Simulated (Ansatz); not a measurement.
Input file:

```
crystal:
  lattice:
    - [0.0, -4.5411489476, 0.0]
    - [2.2705502547, 2.2705744738, -3.2156746083]
    - [4.5411005094, 0.0, 3.2156746083]
  atoms:
    - { symbol: Sb, position: [1.0, 0.0, 0.0] }
    - { symbol: Sb, position: [0.6666666667, 0.3333333333, 0.3333333333] }
    - { symbol: Sb, position: [0.3333333333, 0.6666666667, 0.6666666667] }
    - { symbol: Ni, position: [1.0, 1.0, 0.5] }
    - { symbol: Ni, position: [0.6666666667, 0.3333333333, 0.8333333333] }
    - { symbol: Ni, position: [0.3333333333, 0.6666666667, 0.1666666667] }
basis:
  ecutwfc: 420
kpoints:
  mp_grid: { grid: [10, 10, 8] }
hamiltonian:
  xc: pbesol
scf:
  occupations: { method: gaussian, width: 0.1 }
output:
  forces: true
  stress: true
  eigenvalues: true
  write_density: true
  write_potential: true
  elf: true
  volumetric_format: npy
relax:
  adjacent_minimum: "off"
  f_tol: 0.015
  max_steps: 60
  cell: { stress_tol: 0.15 }
```

Run with:

```sh
ansatz run input.yaml --threads 1 --pin off --max-ram 2560MiB --backend cpu --events-out ev --progress --plain --runs-dir out
```

The fields are those of the run's last geometry, not of the input's.

Space group Pm-3m; a structure from a database of computed crystals, not necessarily the ambient phase; computed without spin polarisation.

These are results of DFT PBEsol, scalar-relativistic, plane waves, PAW (Ansatz), not measurements.

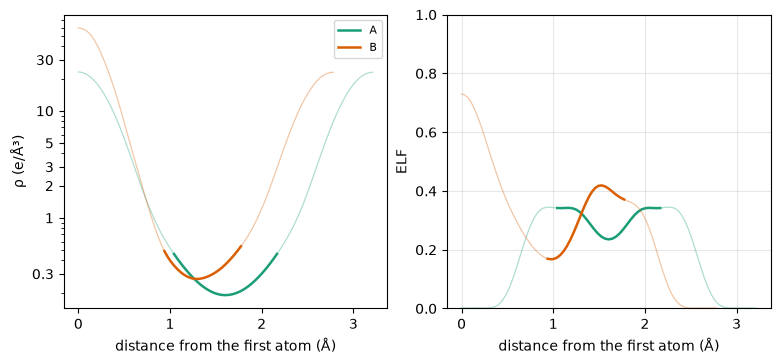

NiSb. Valence electron density and ELF along straight lines between neighbouring atoms. Thin, pale parts lie inside the atomic spheres.

The density is the valence pseudo-density of a PAW calculation; it isn't the true density close to the nuclei.

### Which curve belongs to which contact (Ni–Sb and Sb–Sb)? The first atom named is at distance zero.

Curve A: Sb–Sb (3.21 Å): the density is about 0.19 e/Å³ at the midpoint; the ELF is about 0.25 at the midpoint (no shared electron pair shows on this line). Curve B: Ni–Sb (2.78 Å): the density is about 0.28 e/Å³ at the midpoint; the ELF is about 0.40 at the midpoint.
